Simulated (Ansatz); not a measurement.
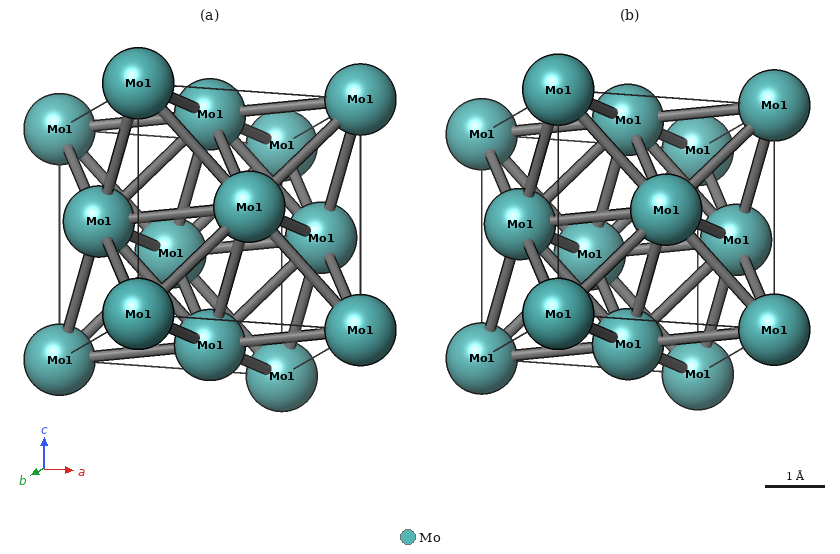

Left: a symmetric starting cell of Mo. Right: the same structure after one change, at the same scale. The picture is a ball-and-stick view of the conventional cell (4 times the calculation's cell), seen from a free direction. Lengths and directions refer to the drawn axes.

The calculation used DFT PBEsol, scalar-relativistic, plane waves, PAW (Ansatz). (plane-wave cutoff 420 eV; k-point mesh 18 × 18 × 18; occupations gaussian; smearing width 0.1 eV; no spin polarisation)

### Which change leads from the left to the right?

All lengths are scaled by −2.8 % (volume −8.1 %), the atoms keeping their fractional coordinates. No relaxation follows. The starting cell wasn't computed here and needn't be at equilibrium, so pressure and forces aren't due to the change alone.

### How do the computed properties respond?

The pressure is 8.9 GPa (not all of it need come from the change, since the unchanged cell can be under pressure at this level too). All forces vanish by symmetry. Some distances before and after: Mo–Mo 2.850 → 2.771 Å. The space group stays Fm-3m (No. 225).
